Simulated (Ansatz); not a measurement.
Input file:

```
crystal:
  lattice:
    - [-3.4374563581, 3.4374563581, 3.4374563581]
    - [3.4374563581, -3.4374563581, 3.4374563581]
    - [3.4374563581, 3.4374563581, -3.4374563581]
  atoms:
    - { symbol: Ge, position: [0.5, 0.0, 0.7958727303] }
    - { symbol: Ge, position: [0.7958727303, 0.5, 0.0] }
    - { symbol: Ge, position: [0.0, 0.7958727303, 0.5] }
    - { symbol: Ge, position: [0.7041272697, 0.7041272697, 0.7041272697] }
    - { symbol: Ge, position: [0.5, 0.0, 0.2041272697] }
    - { symbol: Ge, position: [0.2041272697, 0.5, 0.0] }
    - { symbol: Ge, position: [0.0, 0.2041272697, 0.5] }
    - { symbol: Ge, position: [0.2958727303, 0.2958727303, 0.2958727303] }
basis:
  ecutwfc: 420
kpoints:
  mp_grid: { grid: [8, 8, 8] }
hamiltonian:
  xc: lda
  pseudopotentials: { kind: paw, azcp: { folder: soft_1 } }
scf:
  occupations: { method: gaussian, width: 0.15 }
output:
  forces: true
  stress: true
  eigenvalues: true
  write_density: true
  write_potential: true
  elf: true
  volumetric_format: npy
```

Command:

```sh
ansatz run input.yaml --threads 4 --pin off --max-ram 8192MiB --backend cpu --events-out ev --progress --plain --runs-dir out
```

Below, planes, directions and counts refer to the conventional cell (a = 6.87 Å, b = 6.87 Å, c = 6.87 Å, α = 90.00°, β = 90.00°, γ = 90.00°).

Space group Ia-3; a structure from a database of computed crystals, not necessarily the ambient phase; PAW files of the earlier set (soft_1).

These are results of Ansatz 0.2.0, DFT LDA, scalar-relativistic, plane waves, PAW, not measurements.

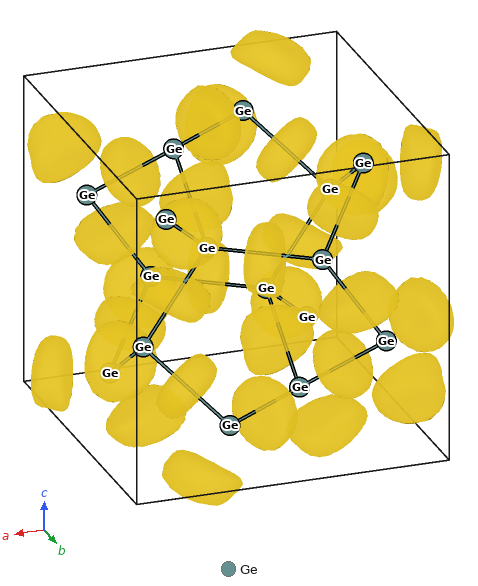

Ge. Isosurface of the electron localisation function at 0.55 (yellow), seen at an oblique angle. Core shells and regions of very low density are left out. Sticks mark near contacts.

Core electrons are frozen (PAW), and the valence fields are smoothed inside the atomic spheres.

Q: What do the ELF domains correspond to?

A: At this value the surface marks out 32 regions between bonded Ge–Ge atoms, counted in one cell of 16 atoms. Regions shared between cells count once.

Values along the shortest contacts:
Ge–Ge (2.43 Å): the ELF peaks at about 0.75 between the atoms. Ge–Ge (2.47 Å): the ELF peaks at about 0.75 between the atoms.
